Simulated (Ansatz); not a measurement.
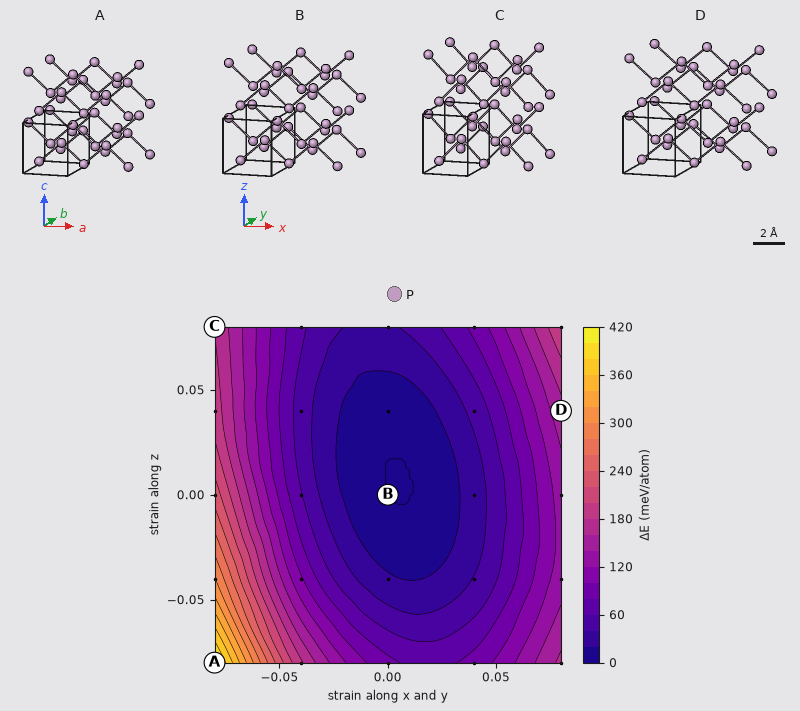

A scan of solid P (Imma): the cell is strained equally along x and y and separately along z, with the atoms kept at their fractional coordinates. x, y and z are the Cartesian axes of the input. The map is interpolated between the computed points (dots). The lettered frames are marked on it. Style: ball-and-stick. Shown: the conventional cell (2 times the calculation's cell), repeated 2 × 2 × 2 with one cell outlined, slightly off an axis. Lengths and directions refer to the drawn axes.

These are results of Ansatz 0.2.0, DFT r2SCAN, scalar-relativistic, plane waves, PAW, not measurements. Settings: plane-wave cutoff 500 eV; k-point mesh 18 × 18 × 18; occupations gaussian; smearing width 0.15 eV; no spin polarisation. Energies (free energies at the smearing named) are counted from the cell as listed in its source, which wasn't relaxed.

> What does the map show?

In pairs of (strain along x and y; strain along z): the lowest computed point lies at (0.000, 0.000) (0 meV/atom), the highest at (−0.080, −0.080) (410 meV/atom). The valley is tilted: raising the in-plane strain is made harder by raising the strain along z (cross term 0.27 of the geometric mean of the two curvatures). Over the ranges scanned the energy rises more along the first axis, the in-plane strain. The pressure runs from −13.7 GPa at (0.080, 0.080) to 43.3 GPa at (−0.080, −0.080). The frames lie at A (−0.080, −0.080): 410 meV/atom, B (0.000, 0.000): 0 meV/atom, C (−0.080, 0.080): 179 meV/atom, D (0.080, 0.040): 153 meV/atom.

The computed points:

Rows: strain along x and y; columns: strain along z; values in meV/atom.

|  | −0.080 | −0.040 | 0.000 | 0.040 | 0.080 |
| --- | --- | --- | --- | --- | --- |
| −0.080 | 410 | 302 | 232 | 192 | 179 |
| −0.040 | 183 | 103 | 61 | 51 | 65 |
| 0.000 | 86 | 23 | 0 | 7 | 38 |
| 0.040 | 88 | 41 | 30 | 47 | 86 |
| 0.080 | 165 | 131 | 129 | 153 | 197 |
